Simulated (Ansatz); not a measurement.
**Run report: SrTiO₃, geometry relaxation (part 2 of 2)**

The same run, continued: SrTiO₃ (Pm-3m, 5 atoms in the cell); DFT PBE, scalar-relativistic, plane waves, PAW, no spin polarisation (Ansatz 0.2.0); cutoff 420 eV, 6×6×6 k-mesh, Gaussian smearing of 0.02 eV. The structure derives from a Materials Project entry.

Geometry of the input (Å; fractional positions):
```
3.9127  0.0000  0.0000
0.0000  3.9127  0.0000
0.0000  0.0000  3.9127
Sr 0.0000  0.0000  0.0000
Ti 0.5000  0.5000  0.5000
O  0.5000  0.0000  0.5000
O  0.5000  0.5000  0.0000
O  0.0000  0.5000  0.5000
```

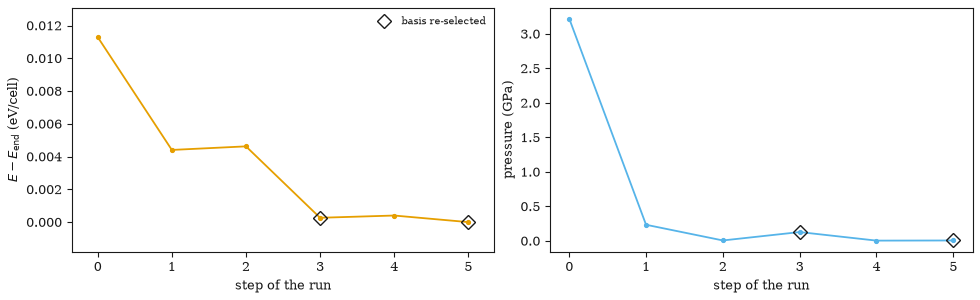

Fig. 1: Progress of the relaxation, step by step (the first geometry is step 0 here and step 1 in the log).

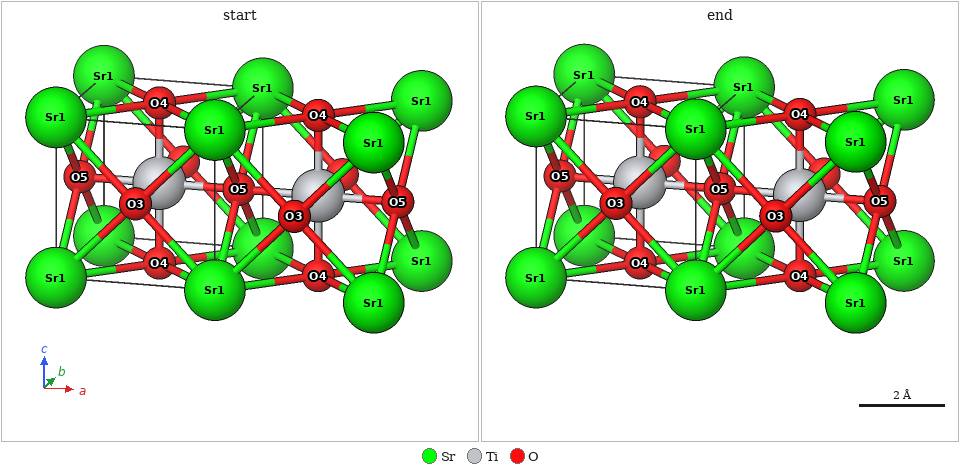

Fig. 2: Before (left) and after (right) the relaxation, at one scale (ball-and-stick view of the cell of the calculation, repeated 2 × 1 × 1, seen slightly off an axis). No atom moves by more than 0.005 Å relative to the cell. Cell: a = b = c 3.913 → 3.936 Å (+0.6 %). Volume +1.8 %. Among the contacts that change: Sr1–O3 2.767 → 2.783 Å, Ti2–O3 1.956 → 1.968 Å. The space group stays Pm-3m (No. 221). Over 3 geometry steps the energy falls by 10.9 meV per cell of the calculation. All forces vanish by symmetry, so only the cell relaxes. Pressure: 3.22 GPa at the start and 0.01 GPa at the end. The basis was re-selected once at an unchanged geometry, which shifts the energy a little without any move. The energy change given includes the shifts at the re-selections in mid-walk, which come without any move. A last SCF at the same geometry on a re-selected plane-wave basis shifts the energy by −0.4 meV per cell of the calculation. (Atoms are counted from 1 in the order of the input.)

```
basis re-selected at this cell: Δ(F+E_penalty+E_count) = -4.014e-4 eV, ΔP = +0.002 GPa vs the last step (what re-selecting the basis moved, of the pressure what is left beyond the Pulay correction that the steps carried, after the strain that the cell walked since its last selection, with what the two solves' SCF thresholds leave and, on support functions, any second-order correction that the steps lacked; it is no measure of the basis error at this ecutwfc). This SCF's stress stands 5.59e-3 GPa from its target on what of the cell is left free (relax.cell.stress_tol is 5.00e-2 GPa) and its largest allowed force component is 3.69e-29 eV/Å (relax.f_tol is 5.00e-3 eV/Å): within both
SCF converged after 6 iterations
Free energy (F): -7754.487047 eV
Harris-Foulkes:  -7754.487047 eV  (|F-HF|=5.46e-12)
Internal energy: -7754.487047 eV  (E = F + TS)
E sigma→0 (E₀):  -7754.487047 eV
Fermi energy:    10.579628 eV
--- Per-component energies (eV) ---
  E_band       = -218.272167
  E_kinetic    = 1045.747593
  E_local      = -2414.608853  (includes V_loc(G=0)·N_el)
  E_nonlocal   = 347.836672
  E_hartree    = 844.074849
  E_xc         = -495.949613
  E_vxc        = -571.535972  (∫ρ·V_xc dr)
  E_paw        = -4213.381960  (= ΣΔE_a)
  E_vpaw       = -313.868727  (= ΣTr[D̂ρ^β])
  E_aug_tail   = 0.007474  (compensation charges beyond the density's cutoff)
  E_ewald      = -2868.213209
  E_smearing   = -0.000000  (= −TS)
  E_closure    = 0.000000  (closes the sum)
  Σ components = -7754.487047   (vs F -7754.487047, Δ=0.00e0)
--- Forces (eV/Å), atoms counted from 1 ---
  atom   1  Sr     0.00000000    -0.00000000    -0.00000000
  atom   2  Ti     0.00000000     0.00000000     0.00000000
  atom   3  O      0.00000000    -0.00000000    -0.00000000
  atom   4  O      0.00000000    -0.00000000     0.00000000
  atom   5  O      0.00000000     0.00000000     0.00000000
  max |Σ_I F_I| component: 4.37e-29 eV/Å
--- Stress (GPa, compression-positive) ---
        0.005588      -0.000000       0.000000
       -0.000000       0.005588      -0.000000
        0.000000      -0.000000       0.005588
  P = ⅓ Tr σ = 0.0056 GPa (0.056 kbar)
--- Band table (eV; the first three rows and the last of 20) ---
  k-point 0: bands = ["-46.8350", "-23.1298", "-23.0801", "-23.0801", "-23.0801", "-7.6713", "-6.7086", "-6.7086", "-5.1174", "-5.1174", "-5.1174", "6.8672", "6.8672", "6.8672", "8.5274", "8.5274", "8.5274", "9.3007", "9.3007", "9.3007", "11.5000", "11.5000", "11.5000", "13.8360", "13.8360"]
  k-point 1: bands = ["-46.8347", "-23.1637", "-23.0794", "-23.0794", "-23.0566", "-7.6859", "-6.7071", "-6.6995", "-5.1067", "-5.1067", "-4.9528", "6.5276", "6.8555", "6.8555", "8.2010", "8.2010", "8.3103", "8.5659", "9.1570", "9.1570", "11.5373", "12.0487", "12.0487", "13.8394", "14.5574"]
  k-point 2: bands = ["-46.8342", "-23.2097", "-23.0781", "-23.0781", "-23.0312", "-7.7964", "-6.6812", "-6.5479", "-5.0850", "-5.0850", "-4.6827", "5.8049", "6.8511", "6.8511", "7.5895", "7.6389", "7.6389", "7.9298", "8.9965", "8.9965", "11.6146", "12.9392", "12.9392", "13.8443", "15.5604"]
  k-point 19: bands = ["-46.8317", "-23.1373", "-23.1373", "-23.1373", "-23.0756", "-6.3861", "-6.3861", "-6.3861", "-5.3593", "-5.3593", "-5.3593", "5.0880", "5.5859", "5.5859", "6.0057", "6.0057", "6.0057", "9.6593", "9.6593", "9.6593", "13.9960", "13.9960", "13.9960", "16.5425", "16.5425"]
--- Relaxed structure (4 steps of the walk, 4 accepted, 2 SCFs on fresh bases) ---
  F+E_penalty+E_count = -7754.48704685 eV   max|allowed force component| = 3.692e-29 eV/Å   (the final SCF, on the basis selected at the relaxed cell)
  cell:  # Å, volume = 60.9971 Å³
    - [3.9364351354264135, -3.05941996374014e-35, 6.419766481290786e-35]
    - [-9.479186445030926e-35, 3.9364351354264135, 3.209883240645393e-35]
    - [6.419766481290786e-35, 3.209883240645393e-35, 3.9364351354264135]
  atoms:
    - { symbol: Sr, position: [9.325359069870692e-37, -2.563672601053039e-38, 2.5636725965902656e-38] }
    - { symbol: Ti, position: [0.49999999999999994, 0.49999999999999994, 0.49999999999999994] }
    - { symbol: O, position: [0.49999999999999994, 1.0254690387575915e-37, 0.49999999999999994] }
    - { symbol: O, position: [0.49999999999999994, 0.49999999999999994, -3.8455088948387224e-38] }
    - { symbol: O, position: [-5.8964469722033086e-37, 0.49999999999999994, 0.49999999999999994] }
```

## Trajectory as extended XYZ (Å, eV, eV/Å), 6 frames, from step=1 to step=6
```
5
Lattice="3.9127 0.0000 0.0000 0.0000 3.9127 0.0000 0.0000 0.0000 3.9127" Properties=species:S:1:pos:R:3:forces:R:3 step=1 energy=-7754.47575 pressure_GPa=3.22
Sr    0.0000    0.0000    0.0000    0.0000   0.0000   0.0000
Ti    1.9564    1.9564    1.9564    0.0000   0.0000   0.0000
O     1.9564    0.0000    1.9564    0.0000   0.0000   0.0000
O     1.9564    1.9564    0.0000    0.0000   0.0000   0.0000
O     0.0000    1.9564    1.9564    0.0000   0.0000   0.0000
5
Lattice="3.9338 0.0000 0.0000 0.0000 3.9338 0.0000 0.0000 0.0000 3.9338" Properties=species:S:1:pos:R:3:forces:R:3 step=2 energy=-7754.48264 pressure_GPa=0.23
Sr    0.0000    0.0000    0.0000    0.0000   0.0000   0.0000
Ti    1.9669    1.9669    1.9669    0.0000   0.0000   0.0000
O     1.9669    0.0000    1.9669    0.0000   0.0000   0.0000
O     1.9669    1.9669    0.0000    0.0000   0.0000   0.0000
O     0.0000    1.9669    1.9669    0.0000   0.0000   0.0000
5
Lattice="3.9355 0.0000 0.0000 0.0000 3.9355 0.0000 0.0000 0.0000 3.9355" Properties=species:S:1:pos:R:3:forces:R:3 step=3 energy=-7754.48242 pressure_GPa=0.01
Sr    0.0000    0.0000    0.0000    0.0000   0.0000   0.0000
Ti    1.9677    1.9677    1.9677    0.0000   0.0000   0.0000
O     1.9677    0.0000    1.9677    0.0000   0.0000   0.0000
O     1.9677    1.9677    0.0000    0.0000   0.0000   0.0000
O     0.0000    1.9677    1.9677    0.0000   0.0000   0.0000
5
Lattice="3.9355 0.0000 0.0000 0.0000 3.9355 0.0000 0.0000 0.0000 3.9355" Properties=species:S:1:pos:R:3:forces:R:3 step=4 energy=-7754.48678 pressure_GPa=0.13
Sr    0.0000    0.0000    0.0000    0.0000   0.0000   0.0000
Ti    1.9677    1.9677    1.9677    0.0000   0.0000   0.0000
O     1.9677    0.0000    1.9677    0.0000   0.0000   0.0000
O     1.9677    1.9677    0.0000    0.0000   0.0000   0.0000
O     0.0000    1.9677    1.9677    0.0000   0.0000   0.0000
5
Lattice="3.9364 0.0000 0.0000 0.0000 3.9364 0.0000 0.0000 0.0000 3.9364" Properties=species:S:1:pos:R:3:forces:R:3 step=5 energy=-7754.48664 pressure_GPa=0.00
Sr    0.0000    0.0000    0.0000    0.0000   0.0000   0.0000
Ti    1.9682    1.9682    1.9682    0.0000   0.0000   0.0000
O     1.9682    0.0000    1.9682    0.0000   0.0000   0.0000
O     1.9682    1.9682    0.0000    0.0000   0.0000   0.0000
O     0.0000    1.9682    1.9682    0.0000   0.0000   0.0000
5
Lattice="3.9364 0.0000 0.0000 0.0000 3.9364 0.0000 0.0000 0.0000 3.9364" Properties=species:S:1:pos:R:3:forces:R:3 step=6 energy=-7754.48705 pressure_GPa=0.01
Sr    0.0000    0.0000    0.0000    0.0000   0.0000   0.0000
Ti    1.9682    1.9682    1.9682    0.0000   0.0000   0.0000
O     1.9682    0.0000    1.9682    0.0000   0.0000   0.0000
O     1.9682    1.9682    0.0000    0.0000   0.0000   0.0000
O     0.0000    1.9682    1.9682    0.0000   0.0000   0.0000
```

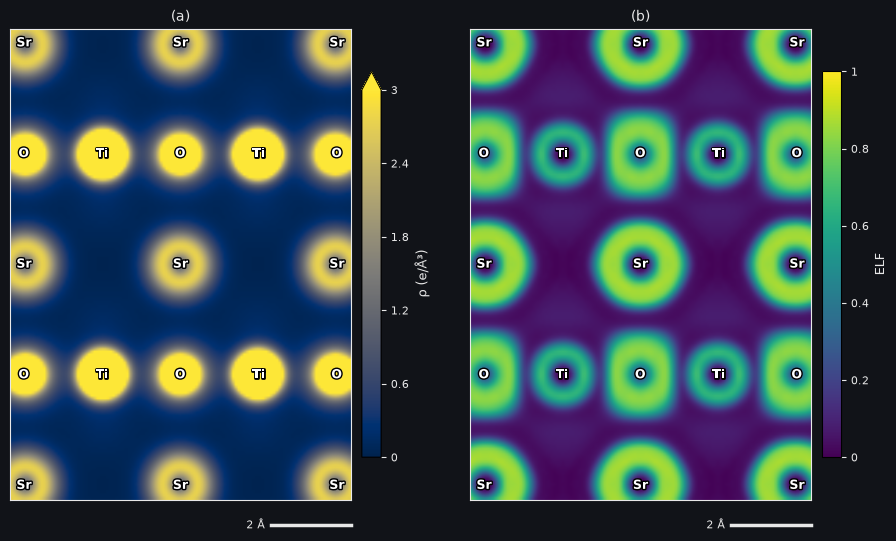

Fig. 3: (a) valence pseudo-density; (b) ELF on the (101) plane of the conventional cell. The section cuts through Sr, Ti and O sites. Ti–O (1.97 Å): the density is about 0.68 e/Å³ at the midpoint; the ELF is about 0.20 at the midpoint. Away from the nuclei the density in this plane falls to 0.03 e/Å³ at its lowest. The strong features right at Sr and Ti lie inside the PAW spheres (semicore, d or f shells) and say nothing about bonding. Core electrons are frozen (PAW), so the fields are smoothed inside the atomic spheres.

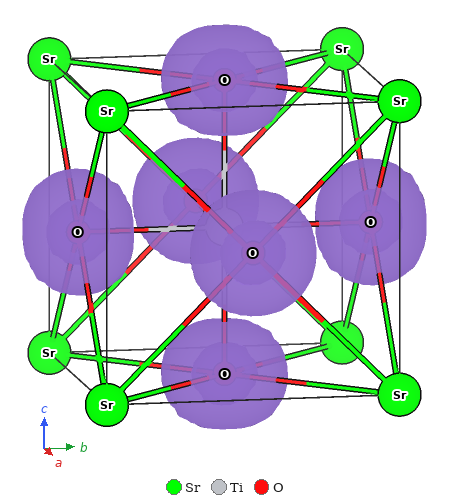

Fig. 4: Isosurface of the electron localisation function at 0.75 (purple), seen slightly off an axis. Only the valence region is drawn (cores and ρ < 0.01 e/Å³ removed). Sticks mark near contacts. The outline is the cell set on symmetry axes. Values along the shortest contacts: Ti–O (1.97 Å): the ELF is about 0.20 at the midpoint. Sr–O (2.78 Å): the ELF is about 0.05 at the midpoint (a contact without a shared pair).
